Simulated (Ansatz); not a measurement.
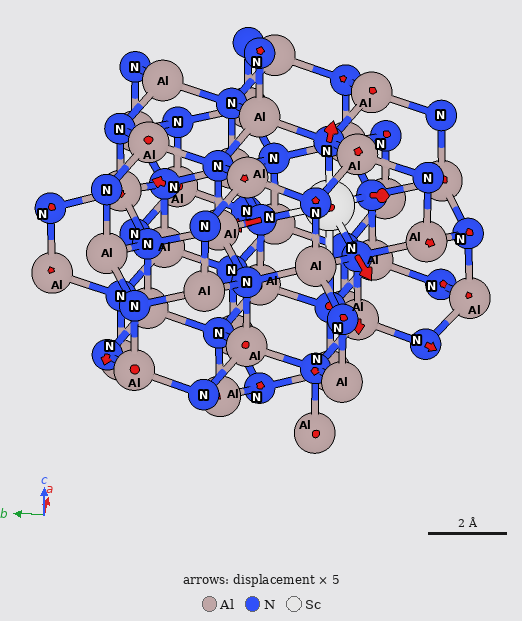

A relaxation of a defect cell of composition Al$_{47}$N$_{48}$Sc. The starting structure is drawn; red arrows show the displacements, 5 times their true length.

The picture is a ball-and-stick view of the atoms within 5.8 Å of the atom that moves most (axes of the cell of the calculation (origin shifted)), seen from a free direction.

All numbers below come from DFT, PBEsol, PAW, plane waves (Ansatz 0.2.0). Settings: plane-wave cutoff 420 eV; k-point mesh 1 × 1 × 1; mesh shifted by (0.25, 0.25, 0.25); no spin polarisation; atoms relaxed in a fixed cell; force threshold 0.03 eV/Å; at most 80 steps.

What did the optimiser do to the structure, and how much energy did it gain?

Over 4 geometry steps the energy falls by 2.205 eV per cell of the calculation. The largest force component goes from 4.7 to 0.0075 eV/Å. An N atom moves most: 0.18 Å along [0 3 −1]. Largest moves by element: N 0.18 Å, Al 0.09 Å, Sc 0.05 Å. The cell stays as it was. Among the contacts that change: N–Sc 1.852 → 2.033 Å, N–Sc 1.902 → 2.067 Å, N–Sc 1.870 → 2.028 Å, N–Sc 1.914 → 2.028 Å. Among the angles between lasting bonds that change: Al–N–Al 105.7° → 111.5°, N–Al–N 112.6° → 107.0°, Al–N–Sc 108.4° → 103.0°. The run took 110 s on 7 threads of Arm Neoverse-V2, peak memory 2 GiB.
